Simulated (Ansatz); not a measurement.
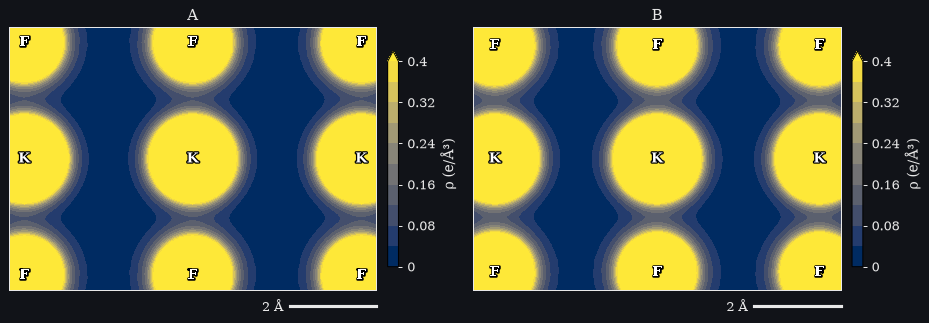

KF. The valence pseudo-density of two cells that differ in size and shape, on the (011̄) plane of each (indices in the axes of the calculation cell), at one length scale and on one colour scale; one has 18.2 and the other 20.1 Å³ an atom.

Space group I4/mmm.

Method: DFT r2SCAN, scalar-relativistic, plane waves, PAW (Ansatz).

The density is the valence pseudo-density of a PAW calculation; it isn't the true density close to the nuclei.

The larger cell:

```yaml
crystal:
  lattice:
    - [0.00000, 2.67350, 2.80717]
    - [2.67350, 0.00000, 2.80717]
    - [2.67350, 2.67350, 0.00000]
  atoms:
    - { symbol: K, position: [0.00000, 0.00000, 0.00000] }
    - { symbol: F, position: [0.50000, 0.50000, 0.50000] }
```

The smaller cell: a = 3.734 Å, b = 3.734 Å, c = 3.686 Å, α = 60.42°, β = 60.42°, γ = 59.16°.

Which is the denser cell? Describe the effect of the change.

Panel B is the smaller cell, by 9 % in volume. From the larger cell to the smaller, K–F goes from 2.67 to 2.61 Å, and the density at its midpoint from 0.12 to 0.14 e/Å³; the pressure goes from −1.8 to 1.4 GPa; the Kohn–Sham gap goes from 6.5 eV to 7.1 eV.
